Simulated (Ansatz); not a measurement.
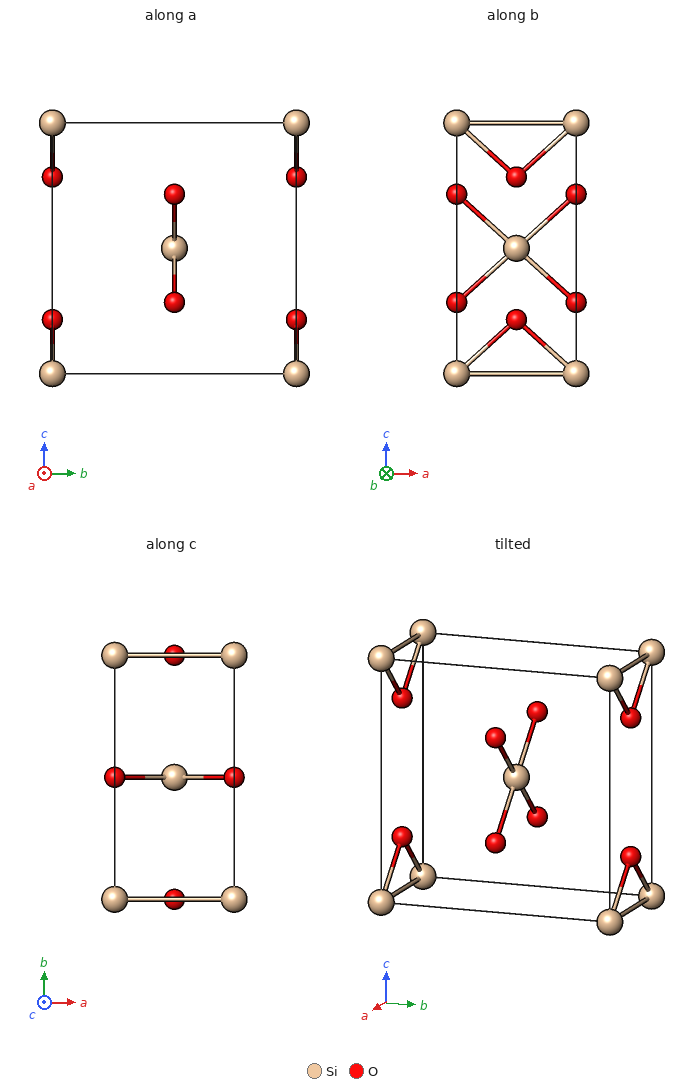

We look at a ball-and-stick model of the crystal along the a axis, along the b axis, along the c axis and slightly off an axis. The wireframe shows the conventional unit cell.

Lattice parameters: a = 2.5241 Å, b = 5.1592 Å, c = 5.3014 Å, α = 90.000°, β = 90.000°, γ = 90.000°.

Transcribe the picture into a CIF with its space group and independent sites, with free fractional coordinates to two decimals.

```cif
data_structure
_symmetry_space_group_name_H-M 'I m m m'
_symmetry_Int_Tables_number 71
_cell_length_a 2.5241
_cell_length_b 5.1592
_cell_length_c 5.3014
_cell_angle_alpha 90.000
_cell_angle_beta 90.000
_cell_angle_gamma 90.000
_cell_volume 69.04
loop_
_atom_site_label
_atom_site_type_symbol
_atom_site_symmetry_multiplicity
_atom_site_Wyckoff_symbol
_atom_site_fract_x
_atom_site_fract_y
_atom_site_fract_z
_atom_site_occupancy
Si1 Si 2 a 0.50 0.50 0.50 1
O1 O 4 j 0.00 0.50 0.28 1
```

The initial geometry was a structure type filled with these elements by a generator (whether the compound takes this form wasn't checked). The final geometry of a relaxation with DFT PBE, scalar-relativistic, plane waves, PAW in Ansatz is shown.
